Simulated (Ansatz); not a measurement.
# Two runs on NiSi

System: NiSi (Pnma, 8 atoms in the cell).
Method of the first run: DFT PBE, scalar-relativistic, plane waves, PAW, no spin polarisation (Ansatz 0.2.0).

The structure derives from an entry of the Crystallography Open Database. Text and figures count atoms from 1; the logs count them from 0 in places.

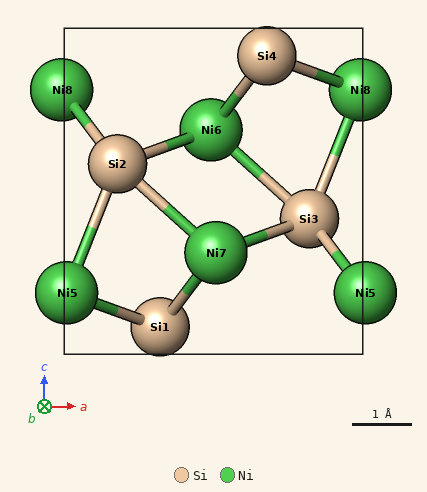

**Figure 1.** The starting structure (ball-and-stick view of the cell of the calculation, along the b axis; atoms are numbered from 1 in the order of the input).

### The input, the first run
```yaml
crystal:
  lattice:
    - [5.1020213656, 0.0, 0.0]
    - [0.0, 3.341391803, 0.0]
    - [0.0, 0.0, 5.5629453088]
  atoms:
    - { symbol: Si, position: [0.3212470394, 0.75, 0.0840781295] }
    - { symbol: Si, position: [0.1787529606, 0.25, 0.5840781295] }
    - { symbol: Si, position: [0.8212470394, 0.75, 0.4159218705] }
    - { symbol: Si, position: [0.6787529606, 0.25, 0.9159218705] }
    - { symbol: Ni, position: [0.0082175806, 0.25, 0.1884869325] }
    - { symbol: Ni, position: [0.4917824194, 0.75, 0.6884869325] }
    - { symbol: Ni, position: [0.5082175806, 0.25, 0.3115130675] }
    - { symbol: Ni, position: [0.9917824194, 0.75, 0.8115130675] }
basis:
  ecutwfc: 420
kpoints:
  mp_grid: { grid: [8, 10, 6] }
hamiltonian:
  xc: pbe
scf:
  occupations: { method: gaussian, width: 0.1 }
output:
  forces: true
  stress: true
  eigenvalues: true
relax:
  adjacent_minimum: "off"
  f_tol: 0.01
  max_steps: 30
  cell: { stress_tol: 0.1, fix: [volume] }
```

Launched with:
```bash
ansatz run input.yaml --threads 2 --pin off --max-ram 5120MiB --backend cpu --events-out ev --progress --plain --runs-dir out
```

Hardware: 2 threads of Intel Xeon (Sapphire Rapids), 64 GiB of memory available, shared host.

### Output, shortened to warnings, some set-up lines, iterations and results (the first run)
```
Basis set: ecut = 420 eV, 1865 PW (Γ), exchange–correlation on 72×48×80 points (8 copies of the dense FFT grid, shifted against one another)
Symmetry: 8 space group operations
k-points: 120 of 480
Initial density: superposition of atomic densities (neutral atoms: chi_scale 0, normalization atom), corrected by the library's trained network
[...]
SCF iter   1: F=—  HF=-25906.110801 eV  |F-HF|=—  |Δ(HF+E_count)|=         —  Δρ=3.70e-3  dr2=3.11e-3  ethr=1.77e-3  ⟨swp⟩=7.1  Hψ=24704  notcnv=0  defer=12
SCF iter   2: F=—  HF=-25906.110884 eV  |F-HF|=—  |Δ(HF+E_count)|=   8.35e-5  Δρ=2.07e-3  dr2=1.44e-3  ethr=3.53e-6  ⟨swp⟩=2.0  Hψ=12501  notcnv=0  defer=17
SCF iter   3: F=—  HF=-25906.110972 eV  |F-HF|=—  |Δ(HF+E_count)|=   8.74e-5  Δρ=7.01e-4  dr2=2.57e-4  ethr=1.64e-6  ⟨swp⟩=2.4  Hψ=8987  notcnv=0  defer=17
SCF iter   4: F=—  HF=-25906.110945 eV  |F-HF|=—  |Δ(HF+E_count)|=   2.64e-5  Δρ=1.84e-4  dr2=2.63e-5  ethr=2.92e-7  ⟨swp⟩=2.2  Hψ=9029  notcnv=0  defer=17
SCF iter   5: F=—  HF=-25906.110934 eV  |F-HF|=—  |Δ(HF+E_count)|=   1.10e-5  Δρ=6.98e-5  dr2=3.68e-6  ethr=2.99e-8  ⟨swp⟩=2.6  Hψ=9381  notcnv=0  defer=17
[... 24 lines ...]
SCF iter   6: F=-25906.113866 eV  HF=-25906.113866 eV  |F-HF|=1.09e-11  |Δ(HF+E_count)|=  7.28e-12  Δρ=4.28e-8  dr2=7.42e-13  ethr=1.00e-12  ⟨swp⟩=1.0  Hψ=6360  notcnv=0
SCF iter   7: F=-25906.113866 eV  HF=-25906.113866 eV  |F-HF|=3.64e-12  |Δ(HF+E_count)|=  7.28e-12  Δρ=2.98e-8  dr2=6.06e-13  ethr=1.00e-12  ⟨swp⟩=1.0  Hψ=6360  notcnv=0
SCF iter   8: F=-25906.113866 eV  HF=-25906.113866 eV  |F-HF|=3.64e-12  |Δ(HF+E_count)|=  1.09e-11  Δρ=1.10e-8  dr2=9.92e-14  ethr=1.00e-12  ⟨swp⟩=1.5  Hψ=13544  notcnv=0
SCF 4 converged in 8 iterations: F = -25906.113866 eV  dr2 = 9.92e-14
relax step   4: F+E_penalty+E_count = -25906.11386551 eV  Δ(F+E_penalty+E_count) = +3.784e-6 eV  max|allowed force component| = 4.656e-3 eV/Å  Δτ_max = 0.0000 Å  P = +5.416 …
basis re-selected at this cell: Δ(F+E_penalty+E_count) = +3.784e-6 eV, ΔP = -0.000 GPa vs the last step (what re-selecting the basis moved, of the pressure what is left beyond the Pulay correction that the steps carried, after the strain that the cell walked since its last selection, with what the …
SCF converged after 8 iterations
Free energy (F): -25906.113866 eV
Harris-Foulkes:  -25906.113866 eV  (|F-HF|=3.64e-12)
Internal energy: -25906.106408 eV  (E = F + TS)
E sigma→0 (E₀):  -25906.110137 eV
Entropy (-TS):   -0.007457 eV (-0.932 meV/atom)
Fermi energy:    15.122896 eV
--- Per-component energies (eV) ---
  E_band       = -1274.547316
  E_kinetic    = 1314.242643
  E_local      = -17734.258061  (includes V_loc(G=0)·N_el)
  E_nonlocal   = 2635.495709
  E_hartree    = 7628.681948
  E_xc         = -571.189838
  E_vxc        = -639.653070  (∫ρ·V_xc dr)
  E_paw        = -8567.514052  (= ΣΔE_a)
  E_vpaw       = -2107.740626  (= ΣTr[D̂ρ^β])
  E_aug_tail   = 0.002152  (compensation charges beyond the density's cutoff)
  E_ewald      = -10611.566909
  E_smearing   = -0.007457  (= −TS)
  E_closure    = 0.000000  (closes the sum)
  Σ components = -25906.113866   (vs F -25906.113866, Δ=0.00e0)
--- Forces (eV/Å), atoms counted from 1 ---
  atom   1  Si     0.00142817     0.00000000     0.00465553
  atom   2  Si    -0.00142817    -0.00000000     0.00465553
  atom   3  Si     0.00142817     0.00000000    -0.00465553
  atom   4  Si    -0.00142817    -0.00000000    -0.00465553
  atom   5  Ni     0.00029575     0.00000000     0.00316770
  atom   6  Ni    -0.00029575     0.00000000     0.00316770
  atom   7  Ni     0.00029575    -0.00000000    -0.00316770
  atom   8  Ni    -0.00029575    -0.00000000    -0.00316770
  max |Σ_I F_I| component: 6.94e-18 eV/Å
--- Stress (GPa, compression-positive) ---
        5.403065      -0.000000      -0.000000
       -0.000000       5.405541      -0.000000
       -0.000000      -0.000000       5.439167
  P = ⅓ Tr σ = 5.4159 GPa (54.159 kbar)
--- Relaxed structure (3 steps of the walk, 3 accepted, 1 SCFs on fresh bases) ---
  F+E_penalty+E_count = -25906.11386551 eV   max|allowed force component| = 4.656e-3 eV/Å   (the final SCF, on the basis selected at the relaxed cell)
  cell:  # Å, volume = 94.8363 Å³
    - [5.103956842140275, 0.0, 0.0]
    - [0.0, 3.349908106802917, 0.0]
[...]
```

For the second run the input was changed thus:
```diff
+  ecutrho_ratio: 4
```

What does this change do to the results?

The energy doesn't change within 0.01 meV per atom. The number of SCF iterations is the same.

### Output, shortened to warnings, some set-up lines, iterations and results (the second run)
```
Basis set: ecut = 420 eV, 1865 PW (Γ), exchange–correlation on 72×48×80 points (8 copies of the dense FFT grid, shifted against one another)
Symmetry: 8 space group operations
k-points: 120 of 480
Initial density: superposition of atomic densities (neutral atoms: chi_scale 0, normalization atom), corrected by the library's trained network
[...]
SCF iter   1: F=—  HF=-25906.110801 eV  |F-HF|=—  |Δ(HF+E_count)|=         —  Δρ=3.70e-3  dr2=3.11e-3  ethr=1.77e-3  ⟨swp⟩=7.1  Hψ=24704  notcnv=0  defer=12
SCF iter   2: F=—  HF=-25906.110884 eV  |F-HF|=—  |Δ(HF+E_count)|=   8.35e-5  Δρ=2.07e-3  dr2=1.44e-3  ethr=3.53e-6  ⟨swp⟩=2.0  Hψ=12501  notcnv=0  defer=17
SCF iter   3: F=—  HF=-25906.110972 eV  |F-HF|=—  |Δ(HF+E_count)|=   8.74e-5  Δρ=7.01e-4  dr2=2.57e-4  ethr=1.64e-6  ⟨swp⟩=2.4  Hψ=8987  notcnv=0  defer=17
SCF iter   4: F=—  HF=-25906.110945 eV  |F-HF|=—  |Δ(HF+E_count)|=   2.64e-5  Δρ=1.84e-4  dr2=2.63e-5  ethr=2.92e-7  ⟨swp⟩=2.2  Hψ=9029  notcnv=0  defer=17
SCF iter   5: F=—  HF=-25906.110934 eV  |F-HF|=—  |Δ(HF+E_count)|=   1.10e-5  Δρ=6.98e-5  dr2=3.68e-6  ethr=2.99e-8  ⟨swp⟩=2.6  Hψ=9381  notcnv=0  defer=17
[... 24 lines ...]
SCF iter   6: F=-25906.113866 eV  HF=-25906.113866 eV  |F-HF|=1.09e-11  |Δ(HF+E_count)|=  7.28e-12  Δρ=4.28e-8  dr2=7.42e-13  ethr=1.00e-12  ⟨swp⟩=1.0  Hψ=6360  notcnv=0
SCF iter   7: F=-25906.113866 eV  HF=-25906.113866 eV  |F-HF|=3.64e-12  |Δ(HF+E_count)|=  7.28e-12  Δρ=2.98e-8  dr2=6.06e-13  ethr=1.00e-12  ⟨swp⟩=1.0  Hψ=6360  notcnv=0
SCF iter   8: F=-25906.113866 eV  HF=-25906.113866 eV  |F-HF|=3.64e-12  |Δ(HF+E_count)|=  1.09e-11  Δρ=1.10e-8  dr2=9.92e-14  ethr=1.00e-12  ⟨swp⟩=1.5  Hψ=13544  notcnv=0
SCF 4 converged in 8 iterations: F = -25906.113866 eV  dr2 = 9.92e-14
relax step   4: F+E_penalty+E_count = -25906.11386551 eV  Δ(F+E_penalty+E_count) = +3.784e-6 eV  max|allowed force component| = 4.656e-3 eV/Å  Δτ_max = 0.0000 Å  P = +5.416 …
basis re-selected at this cell: Δ(F+E_penalty+E_count) = +3.784e-6 eV, ΔP = -0.000 GPa vs the last step (what re-selecting the basis moved, of the pressure what is left beyond the Pulay correction that the steps carried, after the strain that the cell walked since its last selection, with what the …
SCF converged after 8 iterations
Free energy (F): -25906.113866 eV
Harris-Foulkes:  -25906.113866 eV  (|F-HF|=3.64e-12)
Internal energy: -25906.106408 eV  (E = F + TS)
E sigma→0 (E₀):  -25906.110137 eV
Entropy (-TS):   -0.007457 eV (-0.932 meV/atom)
Fermi energy:    15.122896 eV
--- Per-component energies (eV) ---
  E_band       = -1274.547316
  E_kinetic    = 1314.242643
  E_local      = -17734.258061  (includes V_loc(G=0)·N_el)
  E_nonlocal   = 2635.495709
  E_hartree    = 7628.681948
  E_xc         = -571.189838
  E_vxc        = -639.653070  (∫ρ·V_xc dr)
  E_paw        = -8567.514052  (= ΣΔE_a)
  E_vpaw       = -2107.740626  (= ΣTr[D̂ρ^β])
  E_aug_tail   = 0.002152  (compensation charges beyond the density's cutoff)
  E_ewald      = -10611.566909
  E_smearing   = -0.007457  (= −TS)
  E_closure    = 0.000000  (closes the sum)
  Σ components = -25906.113866   (vs F -25906.113866, Δ=0.00e0)
--- Forces (eV/Å), atoms counted from 1 ---
  atom   1  Si     0.00142817     0.00000000     0.00465553
  atom   2  Si    -0.00142817    -0.00000000     0.00465553
  atom   3  Si     0.00142817     0.00000000    -0.00465553
  atom   4  Si    -0.00142817    -0.00000000    -0.00465553
  atom   5  Ni     0.00029575     0.00000000     0.00316770
  atom   6  Ni    -0.00029575     0.00000000     0.00316770
  atom   7  Ni     0.00029575    -0.00000000    -0.00316770
  atom   8  Ni    -0.00029575    -0.00000000    -0.00316770
  max |Σ_I F_I| component: 6.94e-18 eV/Å
--- Stress (GPa, compression-positive) ---
        5.403065      -0.000000      -0.000000
       -0.000000       5.405541      -0.000000
       -0.000000      -0.000000       5.439167
  P = ⅓ Tr σ = 5.4159 GPa (54.159 kbar)
--- Relaxed structure (3 steps of the walk, 3 accepted, 1 SCFs on fresh bases) ---
  F+E_penalty+E_count = -25906.11386551 eV   max|allowed force component| = 4.656e-3 eV/Å   (the final SCF, on the basis selected at the relaxed cell)
  cell:  # Å, volume = 94.8363 Å³
    - [5.103956842140275, 0.0, 0.0]
    - [0.0, 3.349908106802917, 0.0]
[...]
```

### The two runs side by side

| quantity | the first run | the second run |
| --- | --- | --- |
| outcome | converged | converged |
| free energy per atom (eV) | −3238.2642 | −3238.2642 |
| energy per atom, smearing taken to zero (eV) | −3238.2638 | −3238.2638 |
| gap on the mesh (eV) | 0.00 | 0.00 |
| pressure (GPa) | 5.42 | 5.42 |
| largest force (eV/Å) | 0.005 | 0.005 |
| SCF iterations | 26 | 26 |
| irreducible k-points | 120 | 120 |
| wall time (shared host) | 56 s | 55 s |

For both runs: The run has no spin polarisation, so a magnetic state may lie lower. The cell is under a pressure of 5.4 GPa at this level, so it is not at its equilibrium volume.
